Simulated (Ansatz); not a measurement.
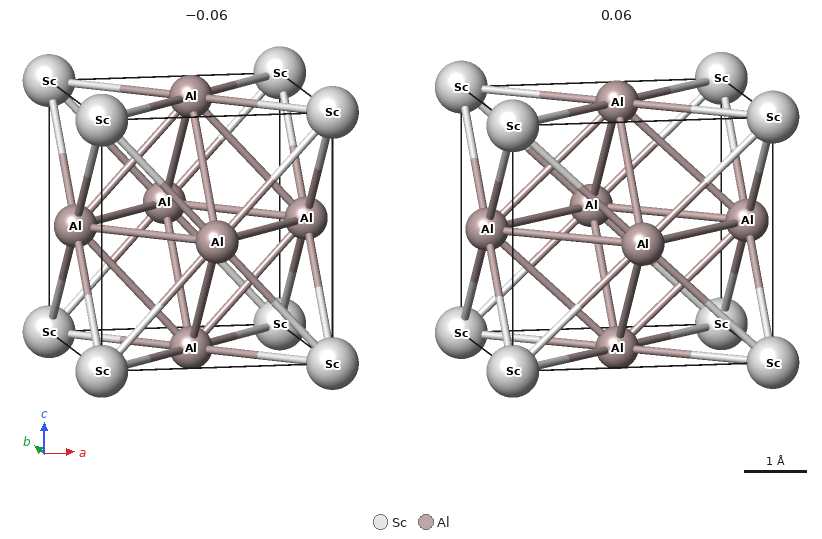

A crystal of ScAl₃ (set up in Pm-3m), under uniaxial strain along a (b, c relaxed, atoms fixed by symmetry), with energies (extrapolated to zero smearing) counted from the relaxed crystal, which is the row at zero. The picture shows the first and the last member. A ball-and-stick model of the cell of the calculation, seen slightly off an axis.

Computed with Ansatz 0.2.0: DFT PBE, scalar-relativistic, plane waves, PAW. Settings: plane-wave cutoff 420 eV; k-point mesh 12 × 12 × 12; occupations gaussian; smearing width 0.1 eV; no spin polarisation; force threshold 0.008 eV/Å.

| strain | energy (meV/atom) | a (Å) | b (Å) |
| --- | --- | --- | --- |
| −0.06 | 34.63 | 3.859 | 4.164 |
| −0.04 | 15.06 | 3.941 | 4.141 |
| −0.02 | 3.66 | 4.023 | 4.122 |
| 0.0 | 0.00 | 4.105 | 4.105 |
| 0.02 | ? | ? | ? |
| 0.04 | 13.49 | 4.270 | 4.081 |
| 0.06 | 29.49 | 4.352 | 4.071 |

### One row is withheld. What does the calculation give there?

A parabola through three neighbouring rows (0.0, 0.04, 0.06) gives, with Lagrange weights, (0.3333)(0.00) + (1.0000)(13.49) + (−0.3333)(29.49) = 3.66 meV/atom. The calculation gives 3.50 meV/atom (a = 4.187 Å, b = 4.092 Å). The estimate is 0.16 meV/atom too high. From the first member to the last: Al–Sc 2.839 → 2.979 Å, Al–Al 2.839 → 2.979 Å, Al–Al 2.944 → 2.878 Å.

The whole series:

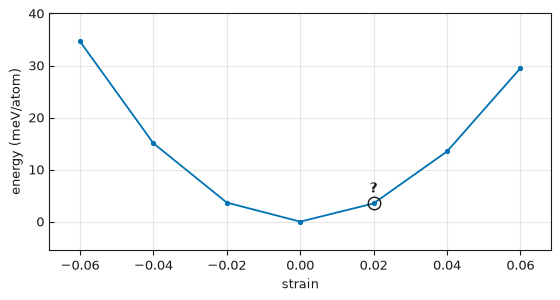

Each member starts from this one structure; whether another phase lies lower wasn't checked.
